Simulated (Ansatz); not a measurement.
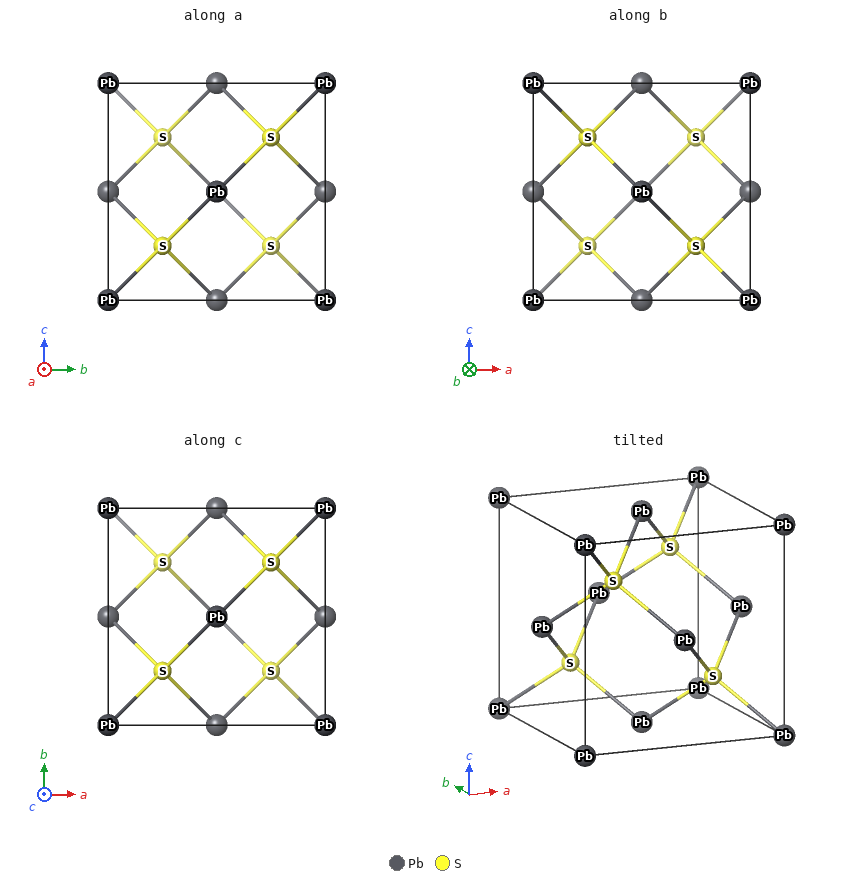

The crystal in a ball-and-stick representation, seen along the a axis, along the b axis, along the c axis and slightly off an axis. Thin lines show the conventional unit cell, with boundary atoms drawn in all their periodic places.

Lattice parameters: a = 6.6020 Å, b = 6.6020 Å, c = 6.6020 Å, α = 90.000°, β = 90.000°, γ = 90.000°.

> Reconstruct the structure as a CIF in P1 with every atom of the cell.

```cif
data_structure
_symmetry_space_group_name_H-M 'P 1'
_symmetry_Int_Tables_number 1
_cell_length_a 6.6020
_cell_length_b 6.6020
_cell_length_c 6.6020
_cell_angle_alpha 90.000
_cell_angle_beta 90.000
_cell_angle_gamma 90.000
_cell_volume 287.75
loop_
_atom_site_label
_atom_site_type_symbol
_atom_site_fract_x
_atom_site_fract_y
_atom_site_fract_z
_atom_site_occupancy
Pb1 Pb 0.0000 0.0000 0.0000 1
S1 S 0.2500 0.2500 0.7500 1
Pb2 Pb 0.0000 0.5000 0.5000 1
S2 S 0.2500 0.7500 0.2500 1
Pb3 Pb 0.5000 0.0000 0.5000 1
S3 S 0.7500 0.2500 0.2500 1
Pb4 Pb 0.5000 0.5000 0.0000 1
S4 S 0.7500 0.7500 0.7500 1
```

Origin of the cell: a structure type filled with these elements by a generator (whether the compound takes this form wasn't checked). Earlier steps of the study may have refined or changed the cell and positions. It was the input of a calculation with Ansatz.
